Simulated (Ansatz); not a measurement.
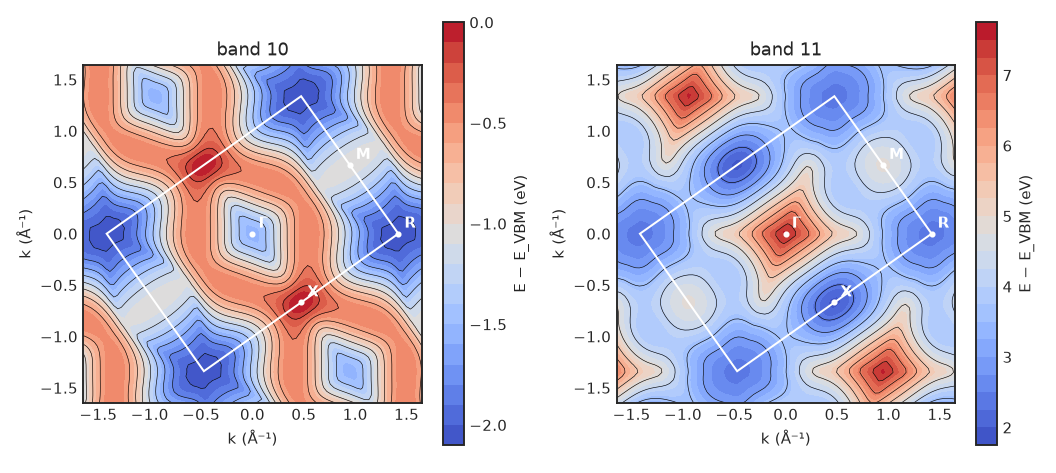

Two bands of TlCl (Pm-3m) over the plane through Γ, R and M: the highest mostly filled and the lowest mostly empty one.

These are results of DFT PBEsol, scalar-relativistic, plane waves, PAW; levels and slopes on a dense k mesh at the converged density (Ansatz), not measurements. No spin polarisation. Mesh 30×30×30, interpolated with the band slopes. The geometry was not relaxed.

> Give both levels and their distance at the named points.

| point | lower band (eV) | upper band (eV) | distance (eV) |
| --- | --- | --- | --- |
| Γ | −1.54 | 7.62 | 9.16 |
| R | −2.04 | 2.40 | 4.45 |
| M | −1.06 | 4.80 | 5.86 |
| X | 0.00 | 1.93 | 1.93 |

> Where are the band edges of the whole zone?

The valence band has three equivalent maxima at X, principal masses 0.24, 0.58 and 0.58 mₑ; the conduction band has three equivalent minima at X, principal masses 0.16, 0.28 and 0.28 mₑ. The gap is direct, 1.93 eV at this level of theory (semilocal functionals give gaps that are too small, and can reorder valleys that lie close).

Spin-orbit coupling, left out here, can change the gap, its kind, the place of the band edges and the masses, since the compound holds Tl.
